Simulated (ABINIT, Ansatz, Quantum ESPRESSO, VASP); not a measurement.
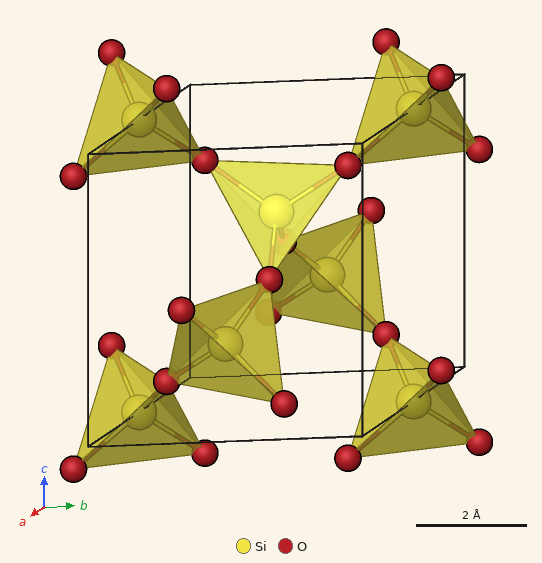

SiO₂, space group P6₄22 (No. 181), a = 5.061 Å, b = 5.061 Å, c = 5.541 Å, α = 90.00°, β = 90.00°, γ = 120.00°. Polyhedral drawing of the structure, looking slightly off an axis. The frame is the conventional unit cell; atoms at its boundary are shown with their periodic copies. Some atoms of the next cells are drawn as well. The cell is a structure listed in the Materials Project. It needn't be the stable form of this composition.

One fixed geometry in four programs or potential sets. Alike in all runs: functional PBE; k mesh 6 × 6 × 5 on the run's cell of 9 atoms; occupations fermi-dirac, width 0.05 eV; no spin polarisation; no spin-orbit coupling.

| program | gap (eV) | pressure (GPa) |
| --- | --- | --- |
| ABINIT (JTH PAW PBE v2.0) | 5.70 | 3.1 |
| VASP (PBE potentials, release 64 Si, O) | ? | ? |
| Quantum ESPRESSO (SSSP 1.3 efficiency) | 5.72 | 5.4 |
| Ansatz LAPW (all-electron) | 5.72 | 5.0 |

Question: Estimate the row of VASP (PBE potentials, release 64 Si, O).

Answer: A gap of 5.71 eV and a pressure of 5.1 GPa. The other rows span 5.70 to 5.72 eV and 3.1 to 5.4 GPa.

Gaps are the least found on the k-mesh; a mesh with odd divisions misses some points on the zone boundary, so where the band edges lie there the true gap is smaller. Plane-wave pressures hold the error of each finite cutoff. One further run, far from the rest for reasons not traced, is left out.
